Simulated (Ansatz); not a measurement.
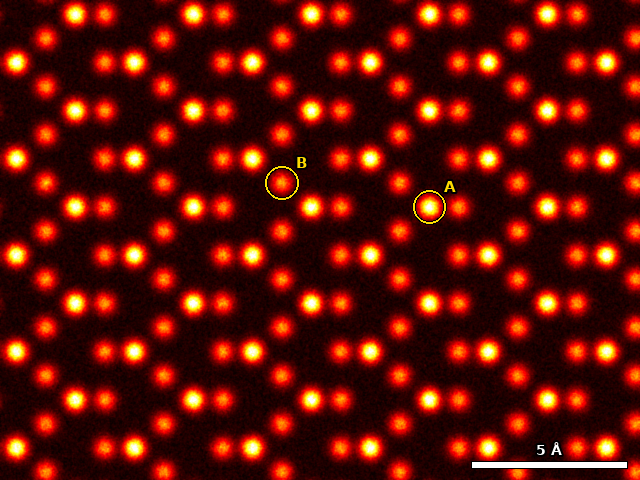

Z-contrast image of Ge (Pm-3n, No. 223) along [211]. The image is simulated as a sum over atoms of Z^1.7, blurred by a 0.50 Å probe (no channelling). The display is stretched by a gamma of 0.8; percentages refer to the linear signal. Shot noise was added. Structure: the end point of a relaxation with DFT, PBE, plane waves (420 eV) with PAW, scalar-relativistic in Ansatz; the starting structure was generated, so it need not be a known form of this composition.

```
CELL_PARAMETERS angstrom
5.42255 0.00000 0.00000
0.00000 5.42255 0.00000
0.00000 0.00000 5.42255
ATOMIC_POSITIONS crystal
Ge 0.00000 0.00000 0.00000
Ge 0.50000 0.50000 0.50000
Ge 0.25000 0.00000 0.50000
Ge 0.75000 0.00000 0.50000
Ge 0.50000 0.25000 0.00000
Ge 0.50000 0.75000 0.00000
Ge 0.00000 0.50000 0.25000
Ge 0.00000 0.50000 0.75000
```

### Assign the marked columns.

A: Ge (2 Ge per 13.28 Å along the beam; the brightest kind). B: Ge (1 Ge per 13.28 Å along the beam; about 50 % of the brightest peak). Brightness is counted from the darkest point of the image.
